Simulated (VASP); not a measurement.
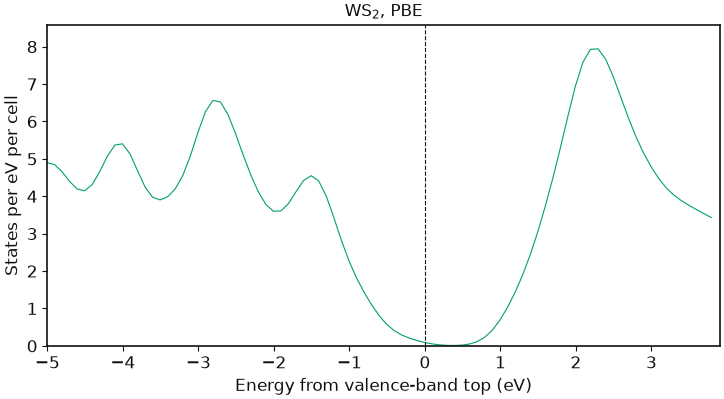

What does this figure show?

Density of states of WS2, space group P6_3/mmc (No. 194), 6 atoms in the cell (a = 3.154 Å, c = 12.142 Å (hexagonal axes)). VASP; PBE with D3(BJ) dispersion, VASP PAW PBE potentials, release 64 (W_sv, S), no spin polarisation, no spin-orbit coupling, 12×12×3 k mesh, 520 eV cutoff. Energies are counted from the top of the valence band. The DOS curve is built from the levels of the k mesh with Gaussians 0.55 eV wide, which also blur the band edges; ripples of that width can come from the mesh.

There is a gap; over the k points computed it is 0.91 eV (indirect; the smallest direct gap on the k mesh is 1.83 eV). Within the window shown, the tallest peak of the filled states lies 2.8 eV under the valence-band top, at about 6.6 states per eV and cell.

Spin-orbit coupling is left out, which matters for W. LDA, GGA and most meta-GGA functionals understate gaps. The cell was relaxed beforehand with PBE+D3.
